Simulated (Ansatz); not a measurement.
Consider TiAl (slab).

```xyz
8
Lattice="2.8221 0.0000 0.0000 0.0000 4.0768 0.0000 0.0000 0.0000 24.8773" Properties=species:S:1:pos:R:3 pbc="T T T"
Al    1.4110    2.0384    7.5000
Ti    0.0000    0.0000    8.9111
Al    1.4110    2.0384   10.3221
Ti    0.0000    0.0000   11.7331
Al    1.4110    2.0384   13.1442
Ti    0.0000    0.0000   14.5552
Al    1.4110    2.0384   15.9663
Ti    0.0000    0.0000   17.3773
```

Not relaxed (largest force 0.7 eV/Å); computed without spin polarisation.

Computed with Ansatz 0.2.0, DFT PBE, scalar-relativistic, plane waves, PAW.

> What can the converged valence pseudo-density and electron localisation function tell about the bonding?

Ti–Ti (2.82 Å): the density is about 0.24 e/Å³ at the midpoint; the ELF is about 0.35 at the midpoint.
Al–Al (2.82 Å): ρ at the midpoint is about 0.22 e/Å³; the ELF peaks at about 0.65 between the atoms.
Ti–Al (2.85 Å): ρ at the midpoint is about 0.2 e/Å³; the ELF is about 0.45 at the midpoint.

> Metal or insulator at this level of theory?

It is gapless in this calculation (a metal or semimetal).

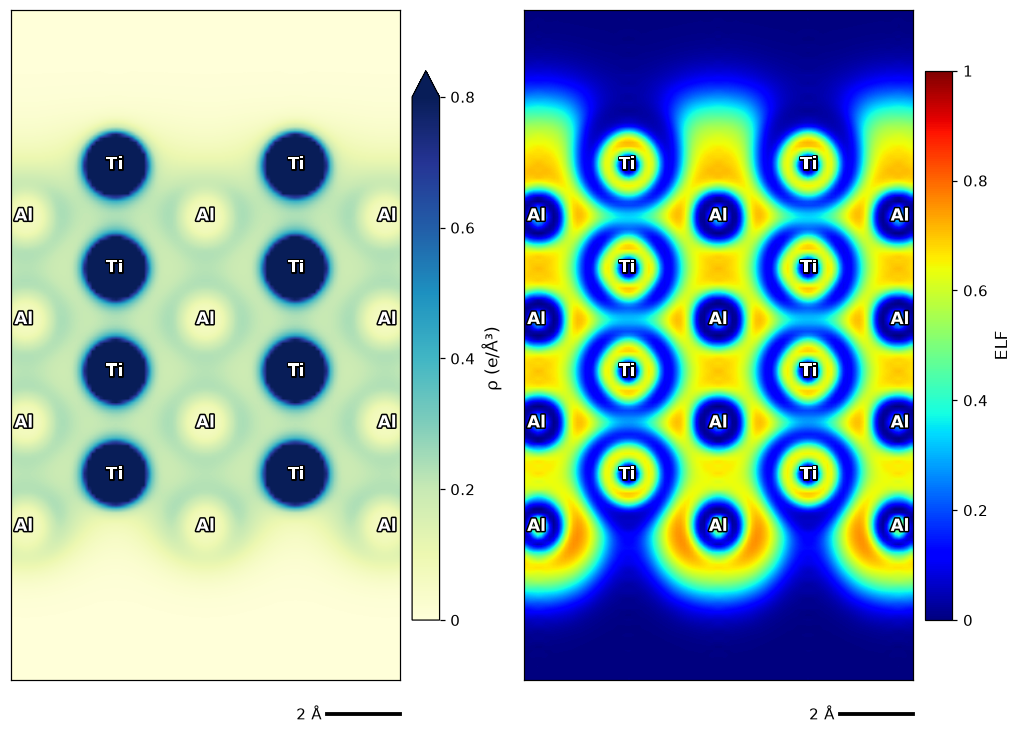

Computed valence pseudo-density and electron localisation function on the (110) plane of the calculation cell, a cut from vacuum to vacuum, in this order. 

The density is the valence pseudo-density of a PAW calculation; it isn't the true density close to the nuclei.
